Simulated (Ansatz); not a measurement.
```xyz
8
Lattice="3.8020 -3.8020 0.0000 3.8020 3.8020 0.0000 0.0000 0.0000 4.8360" Properties=species:S:1:pos:R:3 pbc="T T T"
Sn    3.6747   -3.6747    1.1534
Sn    3.6747    0.1273    1.1534
Sn    1.9010   -1.9010    3.6826
Sn    1.9010    1.9010    3.6826
O     3.8020   -1.9010    0.0000
O     3.8020    1.9010    0.0000
O     1.9010    0.0000    0.0000
O     5.7030    0.0000    0.0000
```

Space group Cm; changed on purpose from its base cell (atom 1 (Sn) moved -0.180 A along Cartesian [1 -1 0]); not relaxed (largest force 1.1 eV/Å); computed pressure about 3 GPa in this cell.

All numbers below come from DFT PBE+D3(BJ), scalar-relativistic, plane waves, PAW (Ansatz 0.2.0).

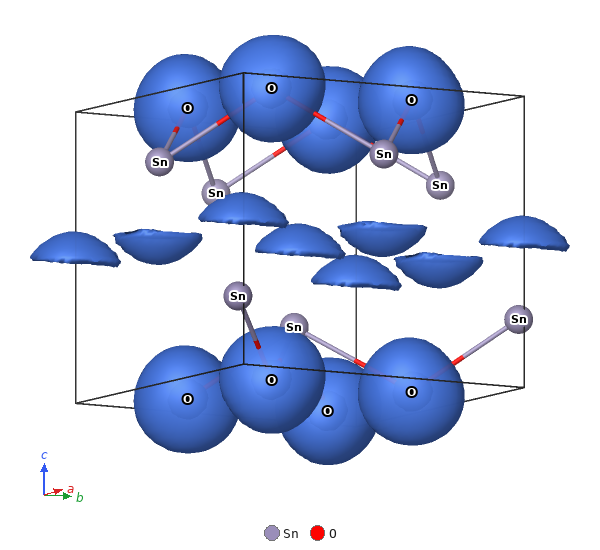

SnO. Isosurface of the ELF at 0.65 (blue), seen at an oblique angle. Only the valence region is drawn (cores and ρ < 0.01 e/Å³ removed). Sticks mark near contacts.

In a PAW calculation such maps are meaningful between the atoms, not at the nuclei.

**Where are the electrons localised?**

The ELF exceeds this value in four lobes on Sn, pointing away from the bonds (lone pairs) and four regions wrapped around O (the valence shell of each), counted in one cell of 8 atoms. Regions shared between cells count once. Along the contacts the grid gives the following. Sn–O (2.12 Å): the ELF peaks at about 0.85 in the valence shell of O, 0.6 Å from its nucleus, and is about 0.25 at the midpoint; no shared electron pair shows on this line. Sn–O (2.22 Å): the ELF peaks at about 0.85 in the valence shell of O, 0.6 Å from its nucleus, and is about 0.20 at the midpoint; no localised pair shows between them.

**Does the calculation give a band gap?**

It is metallic or semimetallic at this level of theory: no gap opens.
